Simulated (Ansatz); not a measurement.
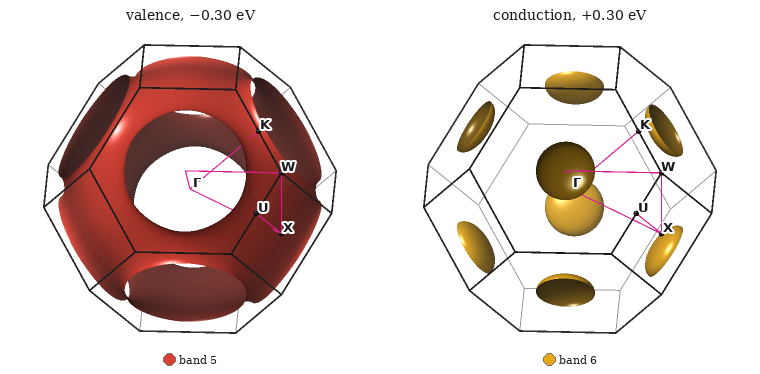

NaH (Fm-3m): constant-energy surfaces at both band edges (energies from each edge).

The calculation used DFT PBE, scalar-relativistic, plane waves, PAW; levels and slopes on a dense k mesh at the converged density (Ansatz 0.2.0). No spin polarisation. The levels come from a k mesh of 34×34×34 points. Unrelaxed database geometry.

Masses come from a second pass at points close to the extrema; at the energies drawn a band may no longer be parabolic.

What kind of gap has this crystal, and what size does the calculation give?

The gap is indirect, 3.71 eV at this level of theory, which underestimates gaps and can reorder valleys that lie close.

Give the valleys and their effective masses.

Valence band (extrema up to 0.30 eV from the edge): six equivalent maxima at W, principal masses 1.15, 1.15 and 3.62 mₑ. Band 5 forms the valence edge. The surfaces also take in X, where this band lies 0.17 eV below its edge, so they needn't be separate pockets.
Conduction band (extrema up to 0.30 eV from the edge): four equivalent minima at L, principal masses 0.23, 0.99 and 0.99 mₑ. Band 6 forms the conduction edge.

Cost: 10 s on 1 thread of Arm Neoverse V2, with other jobs on the host, peak memory 0.41 GiB.
